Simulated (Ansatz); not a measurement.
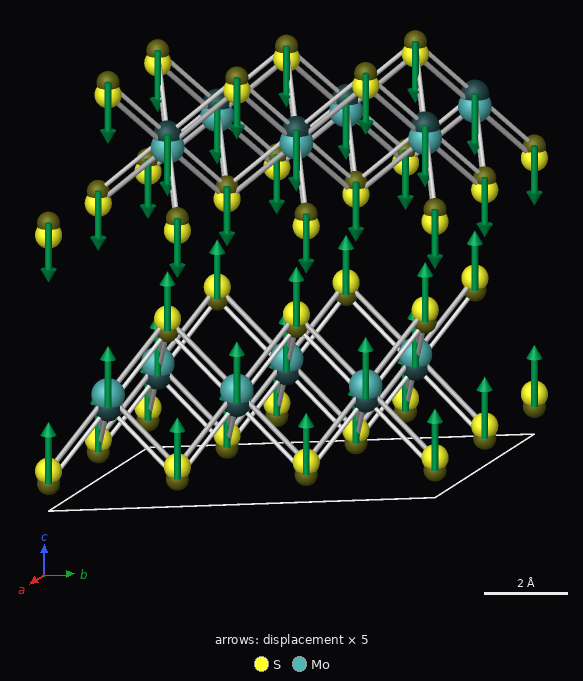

A constrained relaxation of a slab of composition MoS$_{2}$. The starting structure is drawn faded, the final one solid; green arrows show the displacements, 5 times their true length.

The picture is a ball-and-stick view of the 2 × 3 repeat of the cell, outlined in the plane, without the vacuum, seen slightly off an axis.

Case: bilayer, upper layer turned by 180 degrees and shifted by (0, 0).

Level of theory: DFT PBE+D3(BJ), scalar-relativistic, plane waves, PAW (Ansatz 0.2.0). Set-up: plane-wave cutoff 420 eV; k-point mesh 18 × 18 × 1; occupations gaussian; smearing width 0.1 eV; no spin polarisation; atoms relaxed in a fixed cell; force threshold 0.01 eV/Å; at most 50 steps.

Q: What did the optimiser do to the structure, and how much energy did it gain?

A: After 4 accepted moves (5 points after the start) the energy has fallen by 62.0 meV per cell of the calculation. Largest force component: 0.092 eV/Å at the start, 0.008 eV/Å at the end. 1 step only repeated the SCF at the same geometry. The largest moves relative to the layer's centre, 0.31 Å, are those of S and Mo atoms. By element the largest moves are S 0.31 Å, Mo 0.31 Å. The cell doesn't change. Near-neighbour distances that change, for instance: Mo–S 2.422 → 2.415 Å. The run took 3.3 min on 2 threads of Arm Neoverse V1, on a shared host, peak memory 0.78 GiB.
